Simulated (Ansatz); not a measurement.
# Tunnelling across a broken Bi chain: predicting one gap

Set-up. Ansatz 0.2.0, plane waves with PAW datasets at the program's default cutoffs, Fermi-Dirac smearing of 0.05 eV, chains in boxes 7.5 Å wide or more, moments seeded when the perfect chain is relaxed. PBE, no spin-orbit coupling; one bond is opened by s Å beyond its relaxed length, the other atoms of a straight cell of 12 kept, without spin, and the conductance taken at 300 K.

```tsv
run	G (G₀)	largest error term (%)	s	ln G
+1.2 Å	0.9159	2	1.2	−0.08784
+1.8 Å	0.2903	2	1.8	−1.237
+2.5 Å	0.06712	3	2.5	−2.701
+3.3 Å	0.01212	4	3.3	−4.413
```

One run is withheld: run = +4.2 Å, with s = 4.2. Fit a straight line ln G = a + b × s to the 4 rows shown and predict it.

**Fit.** The means are 2.2 for s and −2.11 for ln G. The sum of products of deviations is −5.082 and the sum of squares in s is 2.46, so b = −5.082 / 2.46 = −2.066 and a = −2.11 − (−2.066) × 2.2 = 2.435. The residuals' standard deviation, with 2 degrees of freedom, is σ = 0.054.

**Prediction.** ln G = 2.435 + (−2.066) × 4.2 = −6.242, that is 0.00195 G₀. The run gave 0.00177 G₀ (ln G = −6.335), so the prediction less the run is +0.093. The standard error of a prediction there, σ√(1 + 1/4 + (4.2 − 2.2)²/2.46), is 0.092, and the miss is 1 times that, for a point outside the fitted range. With so few rows σ is itself uncertain.

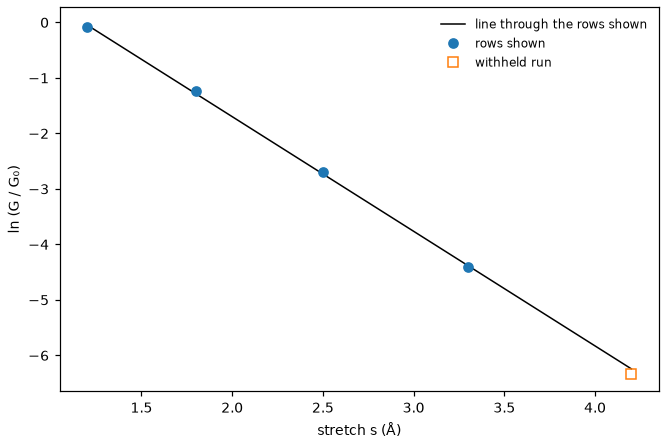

The fitted line, the rows shown and the withheld run.

Caveats: Between neighbouring runs the slope of ln G lies between −2.14 and −1.91 per Å, so one exponential is an approximation; it is flattest at the narrowest gap, nearest to contact. Error terms (up to 6 %, withheld run included) bound how much a small miss can mean. Broken ends may want a moment where none was allowed. No image potential, spin-orbit coupling or relaxation; a bent or dimerised chain may be lower in energy. Series of this kind are told only where this holds: one magnetic state in all runs, error terms under 60 %, and the runs' own leads conduct as the perfect chain does. 36 of 42 did.

[Logs are printed without paths, hosts, clocks, repeated set-up lines and the standing remarks that a program may print on its own settings, such as how far it seeks lower states.]
